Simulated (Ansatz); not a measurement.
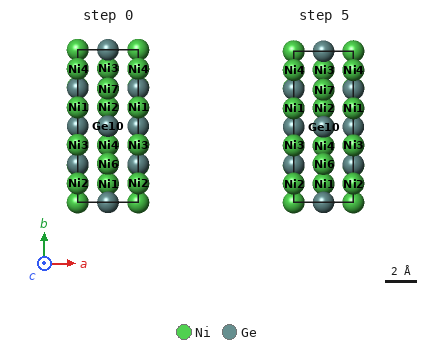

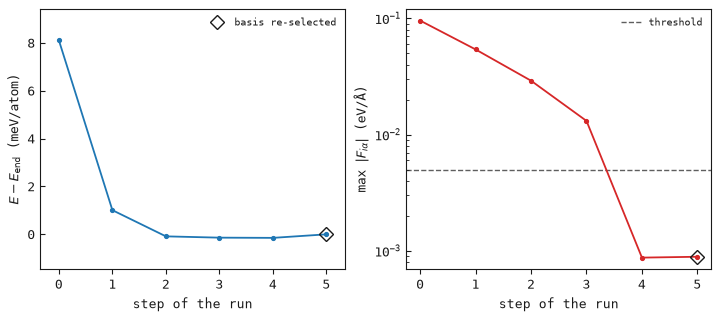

First and last geometry of a relaxation of a crystal of Ni7Ge4 (set up in Imm2), with the history of the run. A spheres-only model of the conventional cell (2 times the calculation's cell), seen along the c axis. Lengths and directions refer to the drawn axes.

Theory: DFT PBEsol, scalar-relativistic, plane waves, PAW (Ansatz). (plane-wave cutoff 420 eV; k-point mesh 10 × 10 × 10; occupations gaussian; smearing width 0.1 eV; no spin polarisation; cell and atoms relaxed; force threshold 0.005 eV/Å; at most 80 steps)

Q: Did the run converge, and what did it change?

A: It converged. A Ge atom moves most relative to the cell: 0.023 Å along +c. By element the largest moves are Ge 0.023 Å, Ni 0.006 Å. Cell: a 3.968 → 3.908 Å (−1.5 %), b 10.002 → 9.905 Å (−1.0 %), c 6.837 → 6.780 Å (−0.8 %). Volume −3.3 %. Some distances before and after: Ge–Ni 2.650 → 2.605 Å, Ge–Ni 2.544 → 2.503 Å, Ge–Ni 2.521 → 2.481 Å, Ni–Ni 2.584 → 2.549 Å. The space group stays Imm2 (No. 44). The energy falls by 8.1 meV per atom in 4 accepted moves (5 points after the start). The largest force component goes from 0.096 to 0.00089 eV/Å. Pressure: −5.96 GPa at the start and 0.01 GPa at the end. The SCF was repeated once at an unchanged geometry on a basis and grid sized afresh for the cell, which shifted the energy by 0.1 meV per atom at most.

```tsv
step	E − E(0), meV/atom	largest force component, eV/Å	pressure, GPa	volume, Å³/atom	note
0	0.00	0.0957	-5.96	12.334	
1	-7.10	0.0541	-2.17	12.064	
2	-8.19	0.0291	0.18	11.914	
3	-8.25	0.0131	-0.01	11.929	
4	-8.26	0.0009	0.00	11.927	
5	-8.11	0.0009	0.01	11.927	same geometry, new basis
```

Limits of the set-up: an element that often carries a moment was run without spin polarisation.
